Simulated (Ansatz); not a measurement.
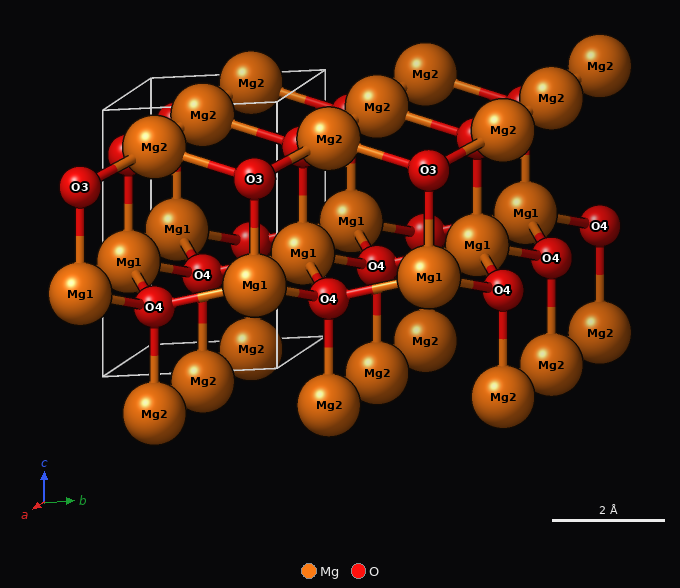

The input geometry of the first run (ball-and-stick view of the cell of the calculation, repeated 3 × 3 × 1, seen slightly off an axis; atoms are numbered from 1 in the order of the input).

## What a change does: single-point calculation on MgO

System: MgO (P6₃mc, 4 atoms in the cell).
Method of the first run: Kohn-Sham DFT of a periodic cell, PBE, Ansatz PAW, no spin polarisation (Ansatz 0.2.0).

The structure derives from a Materials Project entry. Text and figures count atoms from 1; the logs count them from 0 in places.

Input file, the first run:
```yaml
crystal:
  lattice:
    - [3.2402621826, 0.0, 0.0]
    - [-1.6201310913, 2.806149365, 0.0]
    - [0.0, 0.0, 4.8811616653]
  atoms:
    - { symbol: Mg, position: [0.6666666667, 0.3333333333, 0.50215974] }
    - { symbol: Mg, position: [0.3333333333, 0.6666666667, 0.00215974] }
    - { symbol: O, position: [0.6666666667, 0.3333333333, 0.90244026] }
    - { symbol: O, position: [0.3333333333, 0.6666666667, 0.40244026] }
hamiltonian:
  xc: pbe
  pseudopotentials: { kind: paw }
kpoints:
  mp_grid: { grid: [9, 9, 6] }
scf:
  occupations: { method: fermi_dirac, width: 0.05 }
output:
  forces: true
  stress: true
  eigenvalues: true
```

Launched with:
```bash
ansatz run input.yaml --threads 2 --pin off --max-ram 5120MiB --backend cpu --events-out ev --progress --plain --runs-dir out
```

Hardware: 2 threads of Arm Neoverse N1, 98 GiB of memory available, shared host.

Output, shortened to warnings, some set-up lines, iterations and results (the first run):
```
Basis set: ecut = 420 eV, 893 PW (Γ), exchange–correlation on 48×48×72 points (8 copies of the dense FFT grid, shifted against one another)
Symmetry: 12 space group operations
k-points: 48 of 486 (time reversal used)
Initial density: superposition of atomic densities (neutral atoms: chi_scale 0, normalization atom), corrected by the library's trained network
[...]
SCF iter   1: F=—  HF=-4987.857050 eV  |F-HF|=—  |Δ(HF+E_count)|=         —  Δρ=1.27e-3  dr2=5.23e-4  ethr=1.77e-3  ⟨swp⟩=5.6  Hψ=4481  notcnv=0
SCF iter   2: F=—  HF=-4987.856379 eV  |F-HF|=—  |Δ(HF+E_count)|=   6.72e-4  Δρ=4.77e-4  dr2=5.55e-5  ethr=1.63e-6  ⟨swp⟩=2.1  Hψ=2021  notcnv=0
SCF iter   3: F=—  HF=-4987.856132 eV  |F-HF|=—  |Δ(HF+E_count)|=   2.47e-4  Δρ=2.67e-4  dr2=2.48e-5  ethr=1.73e-7  ⟨swp⟩=3.0  Hψ=1849  notcnv=0
SCF iter   4: F=—  HF=-4987.856134 eV  |F-HF|=—  |Δ(HF+E_count)|=   1.87e-6  Δρ=5.82e-5  dr2=8.01e-7  ethr=7.76e-8  ⟨swp⟩=2.0  Hψ=1728  notcnv=0
SCF iter   5: F=—  HF=-4987.856133 eV  |F-HF|=—  |Δ(HF+E_count)|=   7.93e-7  Δρ=4.05e-5  dr2=4.82e-7  ethr=2.50e-9  ⟨swp⟩=2.0  Hψ=1728  notcnv=0
SCF iter   6: F=-4987.856133 eV  HF=-4987.856133 eV  |F-HF|=4.58e-9  |Δ(HF+E_count)|=   1.28e-7  Δρ=5.06e-6  dr2=7.44e-9  ethr=3.13e-10  ⟨swp⟩=3.0  Hψ=4020  notcnv=0
SCF 1 converged in 6 iterations: F = -4987.856133 eV  dr2 = 7.44e-9
SCF converged after 6 iterations
Free energy (F): -4987.856133 eV
Harris-Foulkes:  -4987.856133 eV  (|F-HF|=4.58e-9)
Internal energy: -4987.856133 eV  (E = F + TS)
E sigma→0 (E₀):  -4987.856133 eV
Fermi energy:    7.628807 eV
--- Per-component energies (eV) ---
  E_band       = -646.595351
  E_kinetic    = 512.001729
  E_local      = -3659.927021  (includes V_loc(G=0)·N_el)
  E_nonlocal   = 286.387139
  E_hartree    = 1303.708834
  E_xc         = -210.253686
  E_vxc        = -269.323354  (∫ρ·V_xc dr)
  E_paw        = -899.438130  (= ΣΔE_a)
  E_vpaw       = -123.157655  (= ΣTr[D̂ρ^β])
  E_aug_tail   = 0.004935  (compensation charges beyond the density's cutoff)
  E_ewald      = -2320.339932
  E_smearing   = -0.000000  (= −TS)
  E_closure    = 0.000000  (closes the sum)
  Σ components = -4987.856133   (vs F -4987.856133, Δ=0.00e0)
--- Forces (eV/Å), atoms counted from 1 ---
  atom   1  Mg    -0.00000000     0.00000000    -0.05644575
  atom   2  Mg     0.00000000    -0.00000000    -0.05644575
  atom   3  O     -0.00000000     0.00000000     0.05641921
  atom   4  O     -0.00000000    -0.00000000     0.05641921
  max |Σ_I F_I| component: 5.31e-5 eV/Å
--- Stress (GPa, compression-positive) ---
       12.736717       0.000000       0.000000
        0.000000      12.736717       0.000000
       -0.000000       0.000000      11.568722
  P = ⅓ Tr σ = 12.3474 GPa (123.474 kbar)
```

The input of the second run differs as follows (lines with − go, lines with + come):
```diff
-    - [3.2402621826, 0.0, 0.0]
-    - [-1.6201310913, 2.806149365, 0.0]
-    - [0.0, 0.0, 4.8811616653]
+    - [3.3513154912, 0.0, 0.0]
+    - [-1.6756577457, 2.9023243515, 0.0]
+    - [0.0, 0.0, 5.0484534221]
```

Predict how the results change.

With the same functional and potentials, the second run lies 36.5 meV per atom lower. The gap on the mesh goes from 3.83 to 3.27 eV. The pressure goes from 12.35 to −1.33 GPa. The volume per atom goes from 11.10 to 12.28 Å³. The number of SCF iterations is the same. The plane waves at Γ go from 893 to 953.

Output, shortened to warnings, some set-up lines, iterations and results (the second run):
```
Basis set: ecut = 420 eV, 953 PW (Γ), exchange–correlation on 48×48×72 points (8 copies of the dense FFT grid, shifted against one another)
Symmetry: 12 space group operations
k-points: 48 of 486 (time reversal used)
Initial density: superposition of atomic densities (neutral atoms: chi_scale 0, normalization atom), corrected by the library's trained network
[...]
SCF iter   1: F=—  HF=-4988.002797 eV  |F-HF|=—  |Δ(HF+E_count)|=         —  Δρ=1.10e-3  dr2=4.74e-4  ethr=1.77e-3  ⟨swp⟩=5.9  Hψ=4486  notcnv=0
SCF iter   2: F=—  HF=-4988.002218 eV  |F-HF|=—  |Δ(HF+E_count)|=   5.80e-4  Δρ=4.16e-4  dr2=3.74e-5  ethr=1.48e-6  ⟨swp⟩=3.1  Hψ=2115  notcnv=0
SCF iter   3: F=—  HF=-4988.002024 eV  |F-HF|=—  |Δ(HF+E_count)|=   1.94e-4  Δρ=2.21e-4  dr2=1.71e-5  ethr=1.17e-7  ⟨swp⟩=2.1  Hψ=1308  notcnv=0
SCF iter   4: F=—  HF=-4988.002044 eV  |F-HF|=—  |Δ(HF+E_count)|=   2.01e-5  Δρ=3.54e-5  dr2=4.13e-7  ethr=5.36e-8  ⟨swp⟩=2.1  Hψ=1522  notcnv=0
SCF iter   5: F=-4988.002044 eV  HF=-4988.002044 eV  |F-HF|=2.33e-8  |Δ(HF+E_count)|=   2.68e-7  Δρ=1.07e-5  dr2=5.01e-8  ethr=1.29e-9  ⟨swp⟩=2.0  Hψ=1728  notcnv=0
SCF iter   6: F=-4988.002044 eV  HF=-4988.002044 eV  |F-HF|=2.54e-9  |Δ(HF+E_count)|=   3.28e-8  Δρ=2.78e-6  dr2=3.83e-9  ethr=1.56e-10  ⟨swp⟩=2.1  Hψ=3531  notcnv=0
SCF 1 converged in 6 iterations: F = -4988.002044 eV  dr2 = 3.83e-9
SCF converged after 6 iterations
Free energy (F): -4988.002044 eV
Harris-Foulkes:  -4988.002044 eV  (|F-HF|=2.54e-9)
Internal energy: -4988.002044 eV  (E = F + TS)
E sigma→0 (E₀):  -4988.002044 eV
Fermi energy:    6.388650 eV
--- Per-component energies (eV) ---
  E_band       = -681.975298
  E_kinetic    = 506.738173
  E_local      = -3774.735927  (includes V_loc(G=0)·N_el)
  E_nonlocal   = 285.935425
  E_hartree    = 1346.023504
  E_xc         = -208.571789
  E_vxc        = -267.033956  (∫ρ·V_xc dr)
  E_paw        = -899.946031  (= ΣΔE_a)
  E_vpaw       = -124.931434  (= ΣTr[D̂ρ^β])
  E_aug_tail   = 0.004898  (compensation charges beyond the density's cutoff)
  E_ewald      = -2243.450297
  E_smearing   = -0.000000  (= −TS)
  E_closure    = 0.000000  (closes the sum)
  Σ components = -4988.002044   (vs F -4988.002044, Δ=0.00e0)
--- Forces (eV/Å), atoms counted from 1 ---
  atom   1  Mg     0.00000000     0.00000000     0.04313503
  atom   2  Mg     0.00000000    -0.00000000     0.04313503
  atom   3  O      0.00000000     0.00000000    -0.04316190
  atom   4  O     -0.00000000    -0.00000000    -0.04316190
  max |Σ_I F_I| component: 5.37e-5 eV/Å
--- Stress (GPa, compression-positive) ---
       -1.624469      -0.000000       0.000000
       -0.000000      -1.624469       0.000000
       -0.000000       0.000000      -0.749101
  P = ⅓ Tr σ = -1.3327 GPa (-13.327 kbar)
```

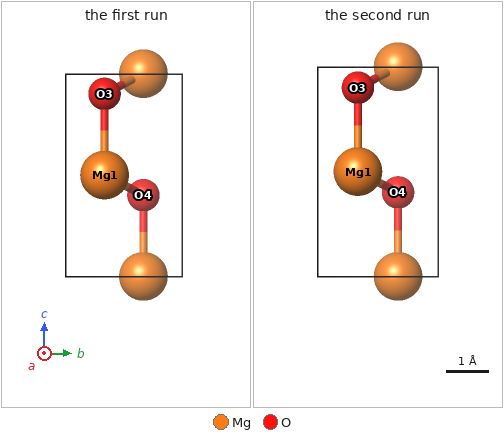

The two input geometries at one scale (ball-and-stick view of the cell of the calculation, along the a axis). No atom moves by more than 0.005 Å relative to the cell. The drawn cell changes as follows: a = b 3.240 → 3.351 Å (+3.4 %), c 4.881 → 5.048 Å (+3.4 %); the volume changes by +10.6 %. Among the contacts that change: Mg–O 1.954 → 2.021 Å, Mg–O 1.933 → 1.999 Å.

The two runs side by side:

```csv
quantity,the first run,the second run
outcome,converged,converged
free energy per atom (eV),−1246.9640,−1247.0005
gap on the mesh (eV),3.83,3.27
pressure (GPa),12.35,−1.33
volume per atom (Å³),11.10,12.28
largest force (eV/Å),0.056,0.043
SCF iterations,6,6
irreducible k-points,48,48
plane waves at Γ,893,953
wall time (shared host),3.2 s,3.3 s
```

For the first run: The cell is under a pressure of 12.3 GPa at this level, so it is not at its equilibrium volume.
